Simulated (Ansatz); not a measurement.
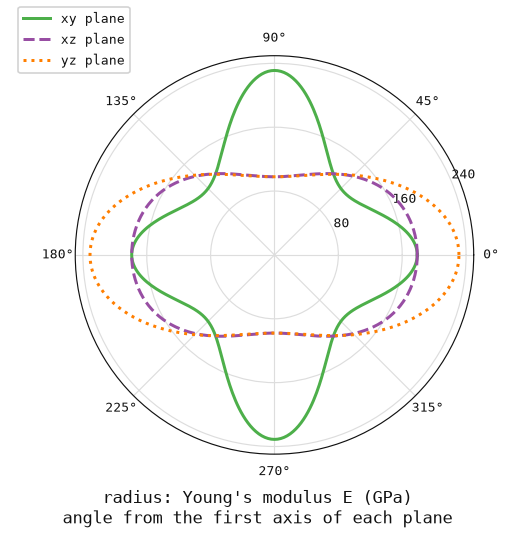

The figure shows the Young's modulus as a function of direction in the xy, xz and yz planes for AlO₂, space group Pnma (No. 62).

Starting cell:
```xyz
12
Lattice="9.3491 0.0000 0.0000 0.0000 2.9168 0.0000 0.0000 0.0000 4.8210" Properties=species:S:1:pos:R:3 pbc="T T T"
Al    1.5231    0.7292    4.6202
Al    7.8260    2.1876    0.2008
Al    3.1514    2.1876    2.2097
Al    6.1977    0.7292    2.6112
O     7.2075    0.7292    1.1071
O     2.1417    2.1876    3.7139
O     6.8162    2.1876    3.5176
O     2.5329    0.7292    1.3034
O     9.0560    0.7292    4.0753
O     0.2932    2.1876    0.7457
O     4.9677    2.1876    1.6648
O     4.3814    0.7292    3.1562
```

Computed with Ansatz 0.2.0: elastic stress-strain coefficients at zero temperature from small strains of the given cell, Voigt order xx yy zz yz xz xy, Cartesian axes of the cell vectors; plane waves with PAW datasets, Γ-centred k mesh. Level: PBE, collinear spin. The state reached is ferromagnetic.

| setting | value |
| --- | --- |
| wave cutoff | 420 eV |
| k mesh | 4×12×8 |
| occupations | Gaussian |
| smearing width | 0.01 eV |
| ions | relaxed |
| strain amplitude | 0.002 |

### How anisotropic is Young's modulus?

Over all directions E runs from 98 to 231 GPa, a ratio of 2.4.

### What is E along the Cartesian axes and along their diagonal?

E is 179 GPa along x, 231 GPa along y and 98 GPa along z, and 127 GPa along the body diagonal x + y + z.

Caveats: a crossing between the sampled k points may be missed.
